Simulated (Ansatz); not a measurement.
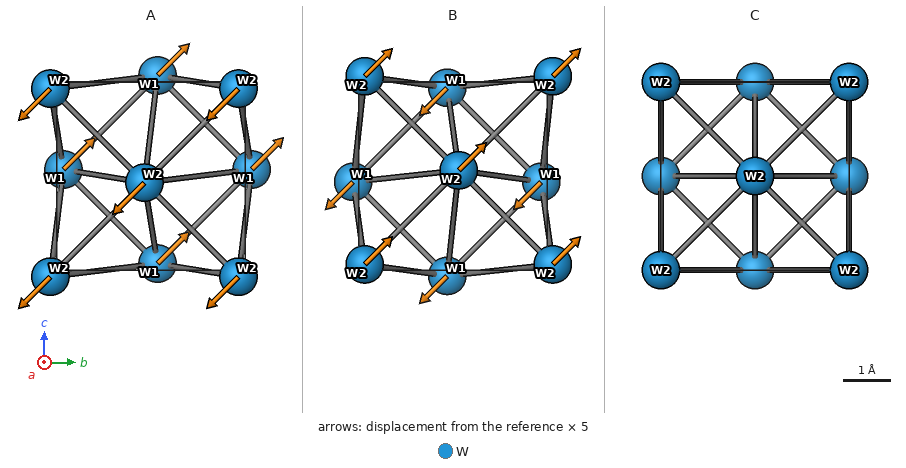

Energy scan for solid W (Fm-3m), in which a normal mode of wave vector (0, 1/2, 1/2) of the primitive cell, folded into a doubled cell, (one arbitrary combination within a set of 2 degenerate modes) is frozen in with the cell fixed, the amplitude being the largest displacement of an atom. A ball-and-stick model of the conventional cell (2 times the calculation's cell), seen along the a axis. Orange arrows: displacements from the reference. Lengths and directions refer to the drawn axes.

Level of theory: DFT r2SCAN, scalar-relativistic, plane waves, PAW (Ansatz 0.2.0). Set-up: plane-wave cutoff 500 eV; k-point mesh 16 × 16 × 12; occupations gaussian; smearing width 0.15 eV; no spin polarisation. Energies (free energies at the smearing named) are counted from the cell as listed in its source, which wasn't relaxed.

### Order these geometries by energy, lowest first.

Lowest first: C (the amplitude 0.00 Å, 0.0 meV/cell), B (the amplitude 0.175 Å, 143.3 meV/cell), A (the amplitude −0.20 Å, 182.2 meV/cell). Over the whole scan: the harmonic wavenumber of the mode is 92 cm⁻¹, a stable vibration. The lowest computed point lies at the amplitude 0.00 Å (0.0 meV/cell). The well is symmetric. At the highest point the shortest interatomic distance is 2.69 Å, against 2.87 Å in the reference.
